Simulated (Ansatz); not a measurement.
# Geometry relaxation, with input and output: VSi31 (charge +1) (part 1 of 3)

VSi31 (defect cell, 32 atoms in the cell, total charge +1), computed with DFT PBEsol, scalar-relativistic, plane waves, PAW, spin-polarised (Ansatz 0.2.0).

The structure derives from a Materials Project entry. It belongs to a series of runs on one base structure; here: V_Si, charge +1, atoms relaxed at the host's cell.

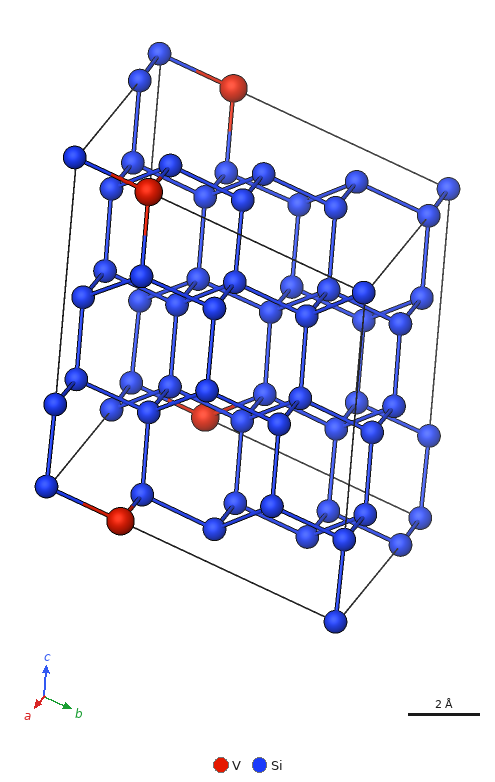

The structure as given in the input (ball-and-stick view of the cell of the calculation, seen slightly off an axis). An atom can appear more than once, as a periodic image. Near neighbours in the periodic cell (some may lie outside the picture): V has 4 Si at 2.41 Å; Si has 4 Si at 2.35 Å; Si has 3 Si at 2.35 Å and 1 V at 2.41 Å.

The input
```yaml
crystal:
  lattice:
    - [-5.4338341616, -5.4338341616, 5.4338341616]
    - [5.4338341616, 5.4338341616, 5.4338341616]
    - [-5.4338341616, 5.4338341616, -5.4338341616]
  atoms:
    - { symbol: V, position: [0.0, 0.25, 0.0], spin: 2.0 }
    - { symbol: Si, position: [0.2517653065, 0.25, 0.7494785369] }
    - { symbol: Si, position: [0.0, 0.5017653065, 0.7494785369] }
    - { symbol: Si, position: [0.5, 0.25, 0.5] }
    - { symbol: Si, position: [0.2505214631, 0.5005214631, 0.5022867696] }
    - { symbol: Si, position: [0.0, 0.75, 0.5] }
    - { symbol: Si, position: [0.7494785369, 0.25, 0.2517653065] }
    - { symbol: Si, position: [0.5022867696, 0.5005214631, 0.2505214631] }
    - { symbol: Si, position: [0.2505214631, 0.7522867696, 0.2505214631] }
    - { symbol: Si, position: [0.0, -0.0005214631, 0.2517653065] }
    - { symbol: Si, position: [0.7494785369, 0.5017653065, 0.0] }
    - { symbol: Si, position: [0.5, 0.75, 0.0] }
    - { symbol: Si, position: [0.2517653065, -0.0005214631, 0.0] }
    - { symbol: Si, position: [0.7482346935, 0.7477132304, 0.7482346935] }
    - { symbol: Si, position: [0.4977132304, -0.0017653065, 0.7482346935] }
    - { symbol: Si, position: [0.7482346935, -0.0017653065, 0.4977132304] }
    - { symbol: Si, position: [0.0, -0.0060982472, 0.0] }
    - { symbol: Si, position: [0.2489343828, -0.0006622895, 0.7493377105] }
    - { symbol: Si, position: [0.0, 0.25, 0.7439017528] }
    - { symbol: Si, position: [0.5004033277, 0.0010656172, 0.5004033277] }
    - { symbol: Si, position: [0.2506622895, 0.25, 0.4995966723] }
    - { symbol: Si, position: [0.0, 0.5006622895, 0.4995966723] }
    - { symbol: Si, position: [0.7493377105, -0.0006622895, 0.2489343828] }
    - { symbol: Si, position: [0.4995966723, 0.25, 0.2506622895] }
    - { symbol: Si, position: [0.2560982472, 0.5060982472, 0.2560982472] }
    - { symbol: Si, position: [0.0, 0.7495966723, 0.2506622895] }
    - { symbol: Si, position: [0.7439017528, 0.25, 0.0] }
    - { symbol: Si, position: [0.4995966723, 0.5006622895, 0.0] }
    - { symbol: Si, position: [0.2506622895, 0.7495966723, 0.0] }
    - { symbol: Si, position: [0.7493377105, 0.4989343828, 0.7493377105] }
    - { symbol: Si, position: [0.5004033277, 0.7504033277, 0.7510656172] }
    - { symbol: Si, position: [0.7510656172, 0.7504033277, 0.5004033277] }
  host:
    lattice:
      - [0.0, 2.7169170808, 2.7169170808]
      - [2.7169170808, 0.0, 2.7169170808]
      - [2.7169170808, 2.7169170808, 0.0]
    atoms:
      - { symbol: Si, position: [0.25, 0.25, 0.25] }
      - { symbol: Si, position: [0.0, 0.0, 0.0] }
total_charge: 1
basis:
  ecutwfc: 420
  xc_grid: 2
kpoints:
  mp_grid: { grid: [2, 2, 2], shift: [0.5, 0.5, 0.5] }
hamiltonian:
  xc: pbesol
scf:
  occupations: { method: gaussian, width: 0.02 }
  lower_state_search: "off"
output:
  forces: true
  stress: false
  eigenvalues: true
  populations: true
  charged_corrections:
    defect_position: [0.0, 0.25, 0.0]
    epsilon: [[13.2946, 0.0, 0.0], [0.0, 13.2946, 0.0], [0.0, 0.0, 13.2946]]
magnetization:
  spin_polarized: true
relax:
  adjacent_minimum: "off"
  f_tol: 0.03
  max_steps: 40
```

Hardware: 8 threads of AMD EPYC (Zen 3), 24 GiB of memory available, shared host.

Command:
```bash
ansatz run input.yaml --threads 8 --pin off --max-ram 16384MiB --backend cpu --events-out ev --progress --plain --runs-dir out
```

Log
```
Engine: ansatz 0.2.0, x86_64-unknown-linux-gnu
Pseudopotentials: kind: paw
Pseudopotential: V, paw, valence charge 13, recommended cutoff 420 eV (normal), V.paw.azcp
Pseudopotential: Si, paw, valence charge 4, recommended cutoff 420 eV (normal), Si.paw.azcp
Functional definition: PBEsol
  exchange = pbesol_x
  correlation = pbesol_c
Crystal: 32 atoms, lattice volume = 641.770 Å³
Basis set: ecut = 420 eV, 12527 PW (Γ), exchange–correlation on 128×128×128 points (8 copies of the dense FFT grid, shifted against one another)
Bands: 101, of which v1, the nominal top of the filled ones, is band 68 counted from 1 (67 counted from 0)
Symmetry: 24 space group operations
Space group: I-43m (ITA 217), of the structure as read, at distance tolerance 8.6e-5 Å
Magnetic group: BNS 217.78 (UNI 1580), of the structure as read, at distance tolerance 8.6e-5 Å
k-points: 2 of 8 (time reversal used)
Non-local potential: V, projectors of the file, l = 0: 3, l = 1: 2, l = 2: 3, l = 3: 1
Non-local potential: Si, projectors of the file, l = 0: 2, l = 1: 2, l = 2: 2
PAW form: soft (Blöchl's): semilocal exchange-correlation on the pseudo side does not see the compensation charge
PAW frozen core: V, regenerated for the run's functional, and the local potential with it (the file was generated under x = pbe(κ = 0.804, μ = 0.2195149727645171), c = pbe(β = 0.06672455060314922))
PAW frozen core: Si, regenerated for the run's functional, and the local potential with it (the file was generated under x = pbe(κ = 0.804, μ = 0.2195149727645171), c = pbe(β = 0.06672455060314922))
PAW one-centre angular grid: V, 590 points (default); XC on 64 Gauss nodes
PAW one-centre angular grid: Si, 110 points (default); XC on 64 Gauss nodes
Initial density: superposition of atomic densities (chi_scale 0.1, normalization cell)
Starting moments: Σ|m| = 2 μB on 1 of 32 sites
Initial wavefunctions: pseudopotential atomic-orbital guess
Functional: x = pbesol(κ = 0.804, μ = 0.12345679012345678), c = pbesol(β = 0.046)
SCF iter   1: F=—  HF=-22159.161670 eV  |F-HF|=—  |Δ(HF+E_count)|=         —  Δρ=3.51e-2 (↑3.49e-2 ↓3.51e-2)  dr2=5.68e1  dr2_m=1.26e-1  M=1.504 μB ∫|m|=2.749 μB  β_m=1.00  ethr=3.10e-3  ⟨swp⟩=6.5  Hψ=1929  notcnv=0  defer=31
preconditioner: auto → Resta (q_TF=auto, 2.107 Å⁻¹)  ε∞=5.8  [insulator: Δε(μ)=0.081 eV  Ē_g=7.557 eV  σ=0.020 eV  W_gap=1.00  n_scr=86 (ndim 8)  ℏωp=16.6 eV  f_vac=0.000  D(μ)=1.40/eV (n_scr^D=0)  ε∞_Penn≈5.8]
spin=Collinear: Resta preconditioning applied to the charge; magnetization (m = ρ↑ − ρ↓) channel mixes plain (no charge-response kernel on spin).
SCF iter   2: F=—  HF=-22161.900207 eV  |F-HF|=—  |Δ(HF+E_count)|=    2.74e0  Δρ=5.51e-2 (↑5.51e-2 ↓2.20e-2)  dr2=5.62e1  dr2_m=2.32e0  M=0.000 μB ∫|m|=0.467 μB  β_m=0.30  ethr=3.10e-3  ⟨swp⟩=3.5  Hψ=843  notcnv=0  defer=86
SCF iter   3: F=—  HF=-22155.935128 eV  |F-HF|=—  |Δ(HF+E_count)|=    5.97e0  Δρ=2.54e-2 (↑2.54e-2 ↓1.50e-2)  dr2=9.57e0  dr2_m=5.98e-1  M=0.000 μB ∫|m|=1.100 μB  β_m=0.30  ethr=3.10e-3  ⟨swp⟩=2.8  Hψ=865  notcnv=0  defer=94
SCF iter   4: F=—  HF=-22174.411387 eV  |F-HF|=—  |Δ(HF+E_count)|=    1.85e1  Δρ=9.52e-2 (↑7.60e-2 ↓9.52e-2)  dr2=3.30e2  dr2_m=5.55e-1  M=-0.253 μB ∫|m|=0.635 μB  β_m=0.30  ethr=3.10e-3  ⟨swp⟩=3.5  Hψ=1157  notcnv=0  defer=110
SCF iter   5: F=—  HF=-22155.198218 eV  |F-HF|=—  |Δ(HF+E_count)|=    1.92e1  Δρ=2.18e-2 (↑2.18e-2 ↓1.04e-2)  dr2=1.19e1  dr2_m=1.99e-1  M=0.000 μB ∫|m|=0.540 μB  β_m=0.30  ethr=3.10e-3  ⟨swp⟩=4.0  Hψ=805  notcnv=0  defer=115
SCF iter   6: F=—  HF=-22154.359694 eV  |F-HF|=—  |Δ(HF+E_count)|=   8.39e-1  Δρ=6.80e-3 (↑6.80e-3 ↓1.60e-3)  dr2=4.99e-1  dr2_m=5.45e-2  M=0.000 μB ∫|m|=0.707 μB  β_m=0.30  ethr=3.10e-3  ⟨swp⟩=2.5  Hψ=496  notcnv=0  defer=109
SCF iter   7: F=—  HF=-22154.863047 eV  |F-HF|=—  |Δ(HF+E_count)|=   5.03e-1  Δρ=1.63e-2 (↑1.63e-2 ↓9.09e-3)  dr2=7.55e0  dr2_m=7.83e-2  M=0.000 μB ∫|m|=0.450 μB  β_m=0.30  ethr=3.67e-4  ⟨swp⟩=3.5  Hψ=654  notcnv=0  defer=109
SCF iter   8: F=—  HF=-22154.350209 eV  |F-HF|=—  |Δ(HF+E_count)|=   5.13e-1  Δρ=2.09e-3 (↑1.54e-3 ↓2.09e-3)  dr2=1.77e-2  dr2_m=1.70e-2  M=0.000 μB ∫|m|=0.588 μB  β_m=1.00  ethr=3.67e-4  ⟨swp⟩=4.0  Hψ=836  notcnv=0  defer=106
SCF iter   9: F=—  HF=-22154.357305 eV  |F-HF|=—  |Δ(HF+E_count)|=   7.10e-3  Δρ=2.24e-3 (↑2.24e-3 ↓6.70e-4)  dr2=8.37e-2  dr2_m=3.98e-3  M=0.000 μB ∫|m|=0.446 μB  β_m=0.30  ethr=1.30e-5  ⟨swp⟩=2.5  Hψ=557  notcnv=0  defer=109
SCF iter  10: F=—  HF=-22154.356843 eV  |F-HF|=—  |Δ(HF+E_count)|=   4.62e-4  Δρ=1.34e-3 (↑1.34e-3 ↓3.73e-4)  dr2=1.26e-2  dr2_m=3.54e-3  M=0.000 μB ∫|m|=0.410 μB  β_m=0.30  ethr=1.30e-5  ⟨swp⟩=2.0  Hψ=395  notcnv=0  defer=109
Mixer restart at iter 10: flushing history
spin-set hold released at iteration 10 (site moments contracting): the magnetisation degrees of freedom join the quasi-Newton model from the next iteration; the mixer history was flushed
SCF iter  11: F=—  HF=-22154.360520 eV  |F-HF|=—  |Δ(HF+E_count)|=   3.68e-3  Δρ=1.61e-3 (↑3.12e-4 ↓1.61e-3)  dr2=4.53e-2  dr2_m=2.70e-3  M=0.000 μB ∫|m|=0.389 μB  β_m=0.30  ethr=9.24e-6  ⟨swp⟩=2.8  Hψ=596  notcnv=0  defer=109
SCF iter  12: F=—  HF=-22154.361961 eV  |F-HF|=—  |Δ(HF+E_count)|=   1.44e-3  Δρ=1.83e-3 (↑1.83e-3 ↓2.23e-4)  dr2=4.70e-2  dr2_m=4.10e-3  M=0.000 μB ∫|m|=0.336 μB  β_m=0.04  ethr=9.24e-6  ⟨swp⟩=3.0  Hψ=629  notcnv=0  defer=109
SCF iter  13: F=—  HF=-22154.360662 eV  |F-HF|=—  |Δ(HF+E_count)|=   1.30e-3  Δρ=8.06e-4 (↑8.06e-4 ↓7.19e-4)  dr2=2.84e-4  dr2_m=3.30e-3  M=0.000 μB ∫|m|=0.319 μB  β_m=0.07  ethr=9.24e-6  ⟨swp⟩=2.2  Hψ=424  notcnv=0  defer=109
SCF iter  14: F=—  HF=-22154.362481 eV  |F-HF|=—  |Δ(HF+E_count)|=   1.82e-3  Δρ=8.15e-4 (↑8.15e-4 ↓7.67e-4)  dr2=1.05e-4  dr2_m=3.67e-3  M=0.000 μB ∫|m|=0.263 μB  β_m=0.35  ethr=2.09e-7  ⟨swp⟩=2.2  Hψ=607  notcnv=0  defer=109
SCF iter  15: F=—  HF=-22154.364725 eV  |F-HF|=—  |Δ(HF+E_count)|=   2.24e-3  Δρ=5.41e-4 (↑4.42e-4 ↓5.41e-4)  dr2=7.61e-4  dr2_m=1.23e-3  M=0.000 μB ∫|m|=0.153 μB  β_m=0.83  ethr=7.73e-8  ⟨swp⟩=3.2  Hψ=749  notcnv=0  defer=109
SCF iter  16: F=—  HF=-22154.365804 eV  |F-HF|=—  |Δ(HF+E_count)|=   1.08e-3  Δρ=5.02e-4 (↑5.02e-4 ↓1.75e-4)  dr2=4.93e-3  dr2_m=1.87e-4  M=0.000 μB ∫|m|=0.060 μB  β_m=0.83  ethr=7.73e-8  ⟨swp⟩=3.0  Hψ=675  notcnv=0  defer=109
SCF iter  17: F=—  HF=-22154.365704 eV  |F-HF|=—  |Δ(HF+E_count)|=   1.00e-4  Δρ=1.19e-4 (↑4.36e-5 ↓1.19e-4)  dr2=1.39e-4  dr2_m=2.48e-5  M=0.000 μB ∫|m|=0.027 μB  β_m=0.91  ethr=7.73e-8  ⟨swp⟩=2.5  Hψ=606  notcnv=0  defer=109
iter 18 did not close the SCF: its close was put off for a magnetic moment that had not settled (scf_convergence_deferred on its scf_iter line)
SCF iter  18: F=-22154.365738 eV  HF=-22154.365737 eV  |F-HF|=1.48e-6  |Δ(HF+E_count)|=   3.31e-5  Δρ=1.35e-5 (↑1.14e-5 ↓1.35e-5)  dr2=3.00e-7  dr2_m=8.52e-7  M=0.000 μB ∫|m|=0.005 μB  β_m=0.95  ethr=1.65e-8  ⟨swp⟩=13.2  Hψ=2832  notcnv=0
SCF iter  19: F=-22154.365739 eV  HF=-22154.365739 eV  |F-HF|=2.55e-7  |Δ(HF+E_count)|=   2.55e-6  Δρ=3.20e-6 (↑3.20e-6 ↓2.96e-6)  dr2=3.16e-7  dr2_m=1.84e-8  M=0.000 μB ∫|m|=0.001 μB  ethr=2.21e-10  ⟨swp⟩=1.5  Hψ=1101  notcnv=0
WARN: the starting moments were not kept: the SCF closed with an absolute magnetisation of 5.3e-4 μB, where they sum to 2 μB in size (1 site). That is at most 0.1 of that sum. Measured as dr2_m measures the in/out step, that magnetisation stands 8.1e-9 eV from none, at or under the dr2_threshold of 2.3e-5 eV: it is no larger than a step whose dr2_m would equal this threshold. The system may hold no moment; this SCF shows only that its start led to no more than that. To try another start: raise the starting moments (crystal.atoms[].spin, magnetization.per_species, magnetization.initial_magnetization, or on a non-collinear deck that types none of these the spinor_matrix: blocks that start its atoms; where the total moment is fixed, keep their sum and leave initial_magnetization as it is; typed ones take the place of any that the run laid by itself, positive ones on a crystal's lanthanoids without a Hubbard term where scf.initial_density.shell_occupations: [] is typed) or, if the notice of its spin-set hold's release reads "site moments contracting" or "site moments show no strong build", lengthen the hold (scf.mixing.spin_hold: { on: { confirm: 4 } }; for m-r²SCAN on two components see the key's manual first). Each may lead to a state that holds a moment. A second SCF, from the converged charge density, with the starting moments and any scf.initial_density.shell_occupations laid on it anew, would have followed, and was not run: the deck does not ask for one (magnetization.retry_lost_moments is false, the default). To let it run, set magnetization.retry_lost_moments: true and run the deck again, where that key's refused combinations let it; where memory then withholds it, that run's warning says so.
SCF 1 converged in 19 iterations: F = -22154.365739 eV  dr2 = 3.16e-7
  greatest PAW one-centre occupation: 1.000 electrons in one spin orbital (limit 2), on the V atom at site 0 (counted from 0), in its partial waves of l = 0
relax step   1: F+E_penalty+E_count = -22154.36573912 eV  Δ(F+E_penalty+E_count) = +0.000e0 eV  max|allowed force component| = 1.324e-1 eV/Å  Δτ_max = 0.0000 Å  (19 SCF iters, dr2 threshold 2.25e-5 eV, accepted)
Initial density: handed on by an earlier stage of this run
Starting moments: Σ|m| = 2 μB on 1 of 32 sites; this step starts from the density that it was given
Initial wavefunctions: those handed on with the density
iter 1 solved again at ethr=3.20e-6 eV; its pass at ethr=3.10e-3 eV (dr2=4.35e-3 eV) is discarded
```
